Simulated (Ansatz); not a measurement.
## Single-point calculation, with input and output: Si (part 3 of 3)

The same run, continued: Si (slab, 8 atoms in the cell); DFT PBE, scalar-relativistic, plane waves, PAW, spin-polarised (Ansatz 0.2.0); cutoff 420 eV, 7×5×1 k-mesh, Gaussian smearing of 0.1 eV, collinear spins. The structure derives from an entry of the Crystallography Open Database. It belongs to a series of runs on one base structure; here: the slab alone at its places under the adsorbate.

Geometry of the input (Å; fractional positions):
```
3.8403  0.0000  0.0000
0.0000  5.4309  0.0000
0.0000  0.0000  25.7604
Si 0.5000  0.0000  0.3882
Si 0.0000  0.2500  0.3882
Si 0.0000  0.5000  0.4627
Si 0.5000  0.7500  0.4627
Si 0.5000  0.0075  0.5375
Si 0.0000  0.2884  0.5457
Si 0.0000  0.6055  0.6106
Si 0.5000  0.8613  0.6255
```

```
SCF converged after 27 iterations
Magnetization: 0.4752 μB (16.2376 up, 15.7624 down)
Absolute magnetization: 0.7949 μB (∫|ρ↑−ρ↓|, with the PAW one-centre terms)
Spin contamination: 0.1615 ħ² per cell (⟨S²⟩ above its minimum at these occupations)
Per-site moments (μB) at R_I (Å): [(0.14500115887677087, 0.9700622259526), (-0.037125457580364556, 0.9700622259526), (0.019630265869498825, 0.9700622259526), (0.008703494488982277, 0.9700622259526), (0.012144240693930752, 0.981446003073664), (-0.0009118479749693332, 0.9897680652591875), (0.017645067651378594, 0.9897680652591875), (0.009751885665863698, 0.9903665436981063)]
Free energy (F): -5081.820551 eV
Harris-Foulkes:  -5081.820551 eV  (|F-HF|=8.45e-10)
Internal energy: -5081.795614 eV  (E = F + TS)
E sigma→0 (E₀):  -5081.808083 eV
Entropy (-TS):   -0.024938 eV (-3.117 meV/atom)
Fermi energy:    -1.617182 eV
Dipole field:    D = -0.004105 V/Å  (p = -0.012189 e·Å, saw-weighted, corrected)
Work function:   Φ+ = 4.9721 eV   Φ− = 4.8663 eV
Levels:          The Fermi level and band energies are counted from a zero that moves with the ramp; work functions are not
--- Per-component energies (eV) ---
  E_band       = -197.091491
  E_kinetic    = 308.888159
  E_local      = -9407.906669  (includes V_loc(G=0)·N_el)
  E_nonlocal   = 206.831365
  E_hartree    = 4538.515691
  E_xc         = -434.621662
  E_vxc        = -364.349335  (∫ρ·V_xc dr)
  E_paw        = -4099.860018  (= ΣΔE_a)
  E_vpaw       = -17.572536  (= ΣTr[D̂ρ^β])
  E_aug_tail   = 0.000053  (compensation charges beyond the density's cutoff)
  E_efield     = 0.000025  (sawtooth field / dipole correction)
  E_vefield    = -0.014141  (∫n·V_field dr)
  E_ewald      = 3806.357443
  E_smearing   = -0.024938  (= −TS)
  E_closure    = -0.000000  (closes the sum)
  Σ components = -5081.820551   (vs F -5081.820551, Δ=0.00e0)
--- Forces (eV/Å), atoms counted from 1 ---
  atom   1  Si     0.00000000     0.51644371     0.14470269
  atom   2  Si     0.00000000    -0.44671452     0.07167635
  atom   3  Si     0.00000000    -0.02687731     0.28834339
  atom   4  Si     0.00000000     0.15833644    -0.24221746
  atom   5  Si     0.00000000     0.75305869     0.73274677
  atom   6  Si     0.00000000    -0.61515860    -0.50675395
  atom   7  Si     0.00000000     0.29302615    -0.53000706
  atom   8  Si     0.00000000    -0.63212107     0.04151140
  max |Σ_I F_I| component: 6.50e-6 eV/Å
--- Band table (eV; the first three rows and the last of 24) ---
  k-point 0 ↑: bands = ["-12.9178", "-11.8330", "-10.3497", "-9.3083", "-8.7376", "-7.4067", "-5.5627", "-4.9201", "-4.8776", "-3.8746", "-3.6107", "-3.0346", "-2.8623", "-2.1209", "-1.6777", "-1.3180", "-1.2988", "-0.3159", "0.1867", "0.4976", "0.7805", "1.3924", "1.5654", "1.6564", "1.9964"]
  k-point 1 ↑: bands = ["-12.7524", "-11.7039", "-10.5542", "-10.2091", "-7.8211", "-7.5816", "-5.9605", "-4.6973", "-4.4029", "-3.7355", "-3.6434", "-2.9407", "-2.5976", "-2.2452", "-1.9115", "-1.6612", "-0.9819", "-0.5334", "0.0506", "0.6163", "0.9239", "1.1646", "1.5540", "1.9435", "2.2111"]
  k-point 2 ↑: bands = ["-12.2719", "-11.4878", "-11.3003", "-10.7307", "-7.8347", "-7.1012", "-6.1027", "-4.9634", "-3.8258", "-3.3505", "-3.0859", "-2.7414", "-2.6581", "-2.2217", "-2.1246", "-1.8685", "-1.4510", "-0.8856", "0.3876", "0.4788", "1.0165", "1.2692", "1.7279", "2.0968", "2.0978"]
  k-point 11 ↓: bands = ["-10.8832", "-10.4729", "-9.8150", "-9.4362", "-8.2712", "-8.1022", "-7.7946", "-7.4805", "-5.1711", "-4.8086", "-4.5079", "-4.1071", "-3.5492", "-2.9543", "-2.3377", "-1.8969", "-1.1922", "-0.9152", "0.6992", "1.2924", "1.5987", "2.1276", "2.2438", "2.5605", "2.6496"]
--- Löwdin populations: 8 sites ---
  site symbol       q [e]    m [muB]
     0     Si      3.9566     0.4838
     1     Si      3.9876    -0.1640
     2     Si      3.9288     0.0460
     3     Si      3.9280     0.0033
     4     Si      3.9236     0.0203
     5     Si      3.9699    -0.0026
     6     Si      3.8236     0.0536
     7     Si      4.0932     0.0275
  spilling = 0.012146 (of n_electrons = 32.000000)
```

File populations.tsv
```
# site	symbol	l	j	q_up	q_dn
# orbitals = lowdin
# n_electrons = 32.000000
# spilling = 0.012146
0	Si	0_3S	-	0.692475	0.638185
0	Si	1_3P	-	1.527733	1.098251
1	Si	0_3S	-	0.665076	0.681799
1	Si	1_3P	-	1.246729	1.394024
2	Si	0_3S	-	0.621907	0.610226
2	Si	1_3P	-	1.365453	1.331180
3	Si	0_3S	-	0.610275	0.611525
3	Si	1_3P	-	1.355402	1.350826
4	Si	0_3S	-	0.635110	0.630958
4	Si	1_3P	-	1.336846	1.320707
5	Si	0_3S	-	0.647627	0.646875
5	Si	1_3P	-	1.336019	1.339378
6	Si	0_3S	-	0.688616	0.684842
6	Si	1_3P	-	1.249977	1.200161
7	Si	0_3S	-	0.745328	0.745768
7	Si	1_3P	-	1.315006	1.287052
```

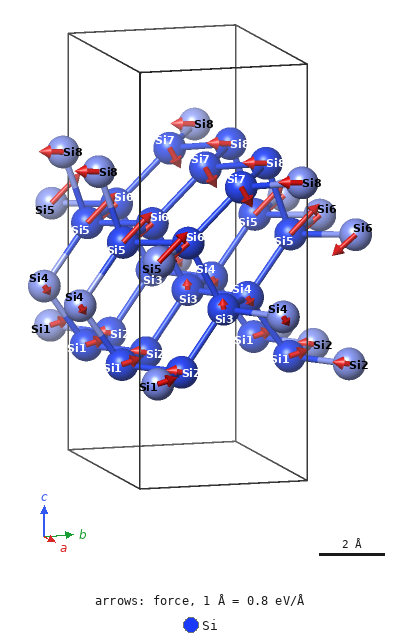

Fig. 1: Forces on the atoms as red arrows (ball-and-stick view of the 2 × 1 repeat of the cell, with the vacuum cut short, seen slightly off an axis; neighbours outside the cell are drawn fainter; atoms are numbered from 1 in the order of the input). The largest act on Si5 (1.05 eV/Å); Si6 (0.80 eV/Å); Si8 (0.63 eV/Å); Si7 (0.61 eV/Å), among others. The geometry is not a stationary point of this energy.

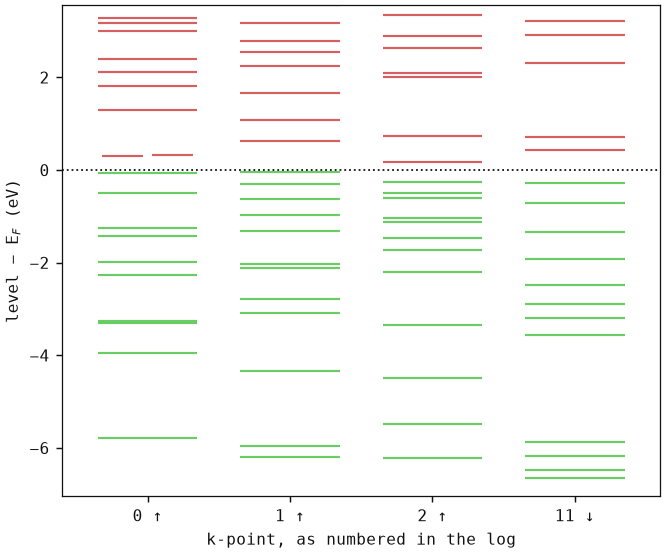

Fig. 2: Kohn–Sham levels near the Fermi level (dotted) at the few k-points that the log prints; levels within 0.02 eV of each other stand side by side. The system is metallic on the full mesh.

Key numbers

```tsv
quantity	value
outcome	converged
electrons treated	32
free energy	−5081.8206 eV
work function, top face	4.97 eV
work function, bottom face	4.87 eV
Fermi energy	−1.617 eV
gap on the k-point mesh	none (metallic)
net moment of the cell	0.48 μB
integrated absolute moment	0.79 μB
work function (upper face)	4.97 eV
largest force (length of the vector)	1.051 eV/Å
wall time	26 s (CPU time 99 s)
peak memory	0.9 GiB
```
